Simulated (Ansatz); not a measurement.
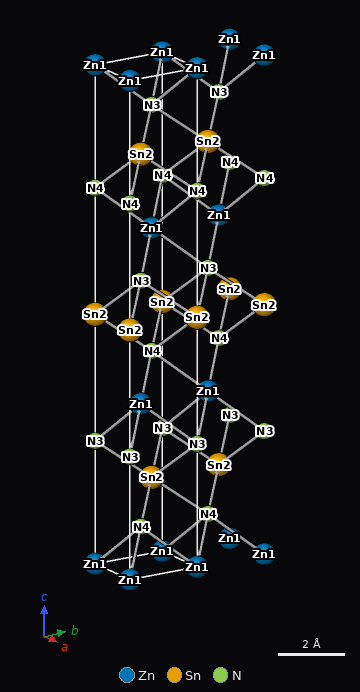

Reference structure: solid ZnSnN2 (a generated structure, set up in R-3m) at its r2SCAN-relaxed geometry. A ball-and-stick model of the conventional cell (3 times the calculation's cell), repeated 1 × 2 × 1 with one cell outlined, seen slightly off an axis. Lengths and directions refer to the drawn axes.

Method: DFT, PBE, plane waves, PAW (Ansatz). (plane-wave cutoff 420 eV; k-point mesh 10 × 10 × 10; occupations fermi dirac; smearing width 0.02 eV; no spin polarisation)

Now this is done to it. The cell is strained by +0.7 % along [3 2 0], −0.7 % along [1 −3 0], none along the third axis (volume 0.0 %). The atoms were relaxed with r2SCAN under that strain, and this is a single point on that geometry.

The input:
```yaml
crystal:
  lattice:
    - [1.5905447388, 0.926219869, 5.1498174729]
    - [-1.5768296056, 0.9024645614, 5.1498174729]
    - [-0.0137151332, -1.8286844304, 5.1498174729]
  atoms:
    - { symbol: Zn, position: [1.0, 0.0, 0.0] }
    - { symbol: Sn, position: [0.5, 0.5, 0.5] }
    - { symbol: "N", position: [0.2443168828, 0.2485823086, 0.2464669997] }
    - { symbol: "N", position: [0.7556831172, 0.7514176914, 0.7535330003] }
kpoints:
  mp_grid: { grid: [10, 10, 10] }
  band_path:
    path:
      - [0.0, 0.0, 0.0]
      - [0.5, 0.5, 0.5]
      - [0.8123176938, 0.1876823062, 0.5]
      - [0.5, -0.1876823062, 0.1876823062]
      - [0.5, 0.0, 0.0]
      - [0.3438411531, -0.3438411531, 0.0]
      - [0.6561588469, 0.0, 0.3438411531]
      - [0.5, 0.0, 0.5]
      - [0.184896, -0.020833, -0.208333]
    npoints: 1
hamiltonian:
  xc: pbe
scf:
  occupations: { method: fermi_dirac, width: 0.02 }
  n_extra_bands: 5
output:
  forces: true
  stress: true
  eigenvalues: true
```

Run as
```bash
ansatz run input.yaml --threads 4 --pin off --max-ram 4608MiB --backend cpu --events-out ev --progress --plain --runs-dir out
```

### Predict the response.

Among the bonded contacts that change: N–Zn 2.268 → 2.254 to 2.283 Å, N–Sn 2.205 → 2.200 to 2.210 Å. The space group (tolerance 0.01 Å) goes from R-3m (No. 166) to P-1 (No. 2). Energy change: +1.0 meV per atom. The pressure goes from 6.5 to 6.5 GPa. The principal stresses (compression positive) are 8.6 GPa roughly along [1 −2 0], 6.4 GPa along [1 2 1], 4.6 GPa roughly along [3 2 0]. The largest forces, 0.19 eV/Å, act on N3 and N4; on N3 it points along +c. The band gap goes from 0.74 to 0.73 eV.
